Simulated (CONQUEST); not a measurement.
## A series of single points on PbS

System: PbS (Fm-3m, 4 atoms in the cell).
Method: Kohn-Sham DFT of a periodic cell, PBE, PseudoDojo NC PBE, no spin polarisation (CONQUEST 1.3).

The 7 runs differ only in the geometry, by an even scaling of the cell at fixed fractional positions. The structure derives from an entry of the Crystallography Open Database.

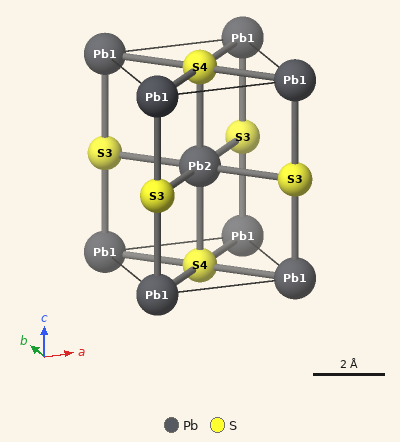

Figure 1. The structure of run 4 (ball-and-stick view of the cell of the calculation, seen at an oblique angle; atoms are numbered from 1 in the order of the input).

### Input of run 4
```
IO.Title PbS
IO.Coordinates coords.dat
IO.FractionalAtomicCoords T
IO.Iprint 2
IO.Iprint_init 1
General.NumberOfSpecies 2
General.PseudopotentialType hamann
AtomMove.TypeOfRun static
AtomMove.FullStress T
Grid.PointsAlongX 40
Grid.PointsAlongY 40
Grid.PointsAlongZ 60
DM.SolutionMethod diagon
Diag.MPMesh T
Diag.GammaCentred T
Diag.MPMeshX 6
Diag.MPMeshY 6
Diag.MPMeshZ 5
Diag.kT 0.00183747
minE.SCTolerance 1e-6
SC.MaxIters 100
IO.AtomChargeOutput T
%block ChemicalSpeciesLabel
1 207.200 Pb
2 32.070 S
%endblock
```

Command:
```bash
Conquest
```

Lattice vectors (Å) and fractional positions of run 4:
```
   4.194204    0.000000    0.000000
   0.000000    4.194204    0.000000
   0.000000    0.000000    5.931500
Pb  0.000000  0.000000  0.000000
Pb  0.500000  0.500000  0.500000
S   0.000000  0.000000  0.500000
S   0.500000  0.500000  0.000000
```

Run 3 has the same physical settings and fractional positions; its lattice vectors (Å) are:
```
   4.166054    0.000000    0.000000
   0.000000    4.166054    0.000000
   0.000000    0.000000    5.891690
```

### Results, with one run withheld

```csv
run,volume per atom (Å³),"free energy per atom, from the lowest run given (meV)",pressure (GPa),gap on the mesh (eV)
1,24.521,68.29,8.28,0.87
2,25.042,44.50,6.26,0.92
3,25.564,?,?,?
4,26.086,13.43,3.29,1.01
5,26.607,4.99,2.05,1.04
6,27.129,0.60,0.75,1.08
7,27.651,0.00,−0.30,1.11
```

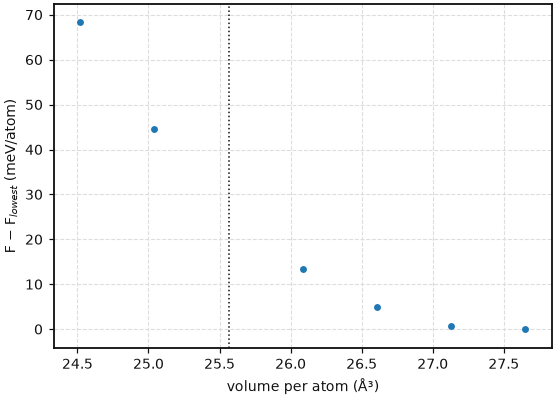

Figure 2. Free energy per atom of the runs given; the dotted line marks run 3.

Estimate the energy of run 3 from the others.

A cubic polynomial in V^(−2/3) (the Birch–Murnaghan form), fitted to the 6 runs given, misses them by at most 0.04 meV per atom. With x = V^(−2/3) − 0.11355 Å⁻², it reads F = 12.429 + 6756.1 x + 9.1487e+05 x² + 2.7038e+06 x³ (meV per atom). At run 3 it gives 26.41 meV per atom, and the run itself gives 26.56. The slope of the fit gives a pressure −dF/dV of 4.75 GPa there, and the run prints 4.79 GPa. The fit has its minimum at 27.487 Å³ per atom, where V d²F/dV² gives 55.2 GPa: the bulk modulus at this level, since symmetry fixes the shape and the positions. The gap on the mesh goes, without turning, from 0.87 eV in run 1 to 1.11 eV in run 7; run 3 has 0.97 eV. These are gaps of this functional on this mesh, which can miss the band edges; they aren't the measured gap.

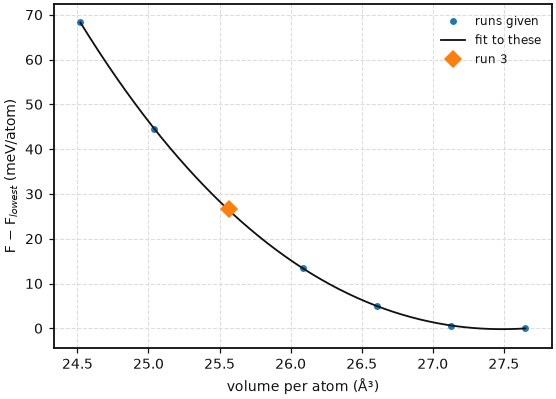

Figure 3. The fit and the withheld run.

### Some lines of the output (run 3)
```
[...]
          DFT Total Energy                 :      -162.870228554682001 Ha
          Free Energy (E-TS)               :      -162.874136121270766 Ha
          DFT Total Energy                 :      -162.874045907056001 Ha
          Free Energy (E-TS)               :      -162.874071962423983 Ha
          DFT Total Energy                 :      -162.874058410645318 Ha
          Free Energy (E-TS)               :      -162.874065692000386 Ha
          DFT Total Energy                 :      -162.874064293631250 Ha
          Free Energy (E-TS)               :      -162.874065345092191 Ha
          DFT Total Energy                 :      -162.874064979431012 Ha
          Free Energy (E-TS)               :      -162.874065274123211 Ha
          DFT Total Energy                 :      -162.874065054437835 Ha
      | Free Energy as E-TS      =      -162.874065274123211 Ha
      |* DFT total energy        =      -162.874065054437835 Ha
    force: Average pressure:      4.79249552 GPa
```

Notes: Points of doubt noted for this run: small atomic basis. Spin–orbit coupling is left out, which matters for Pb. With a small basis of atomic orbitals these values can differ much from converged plane-wave results.
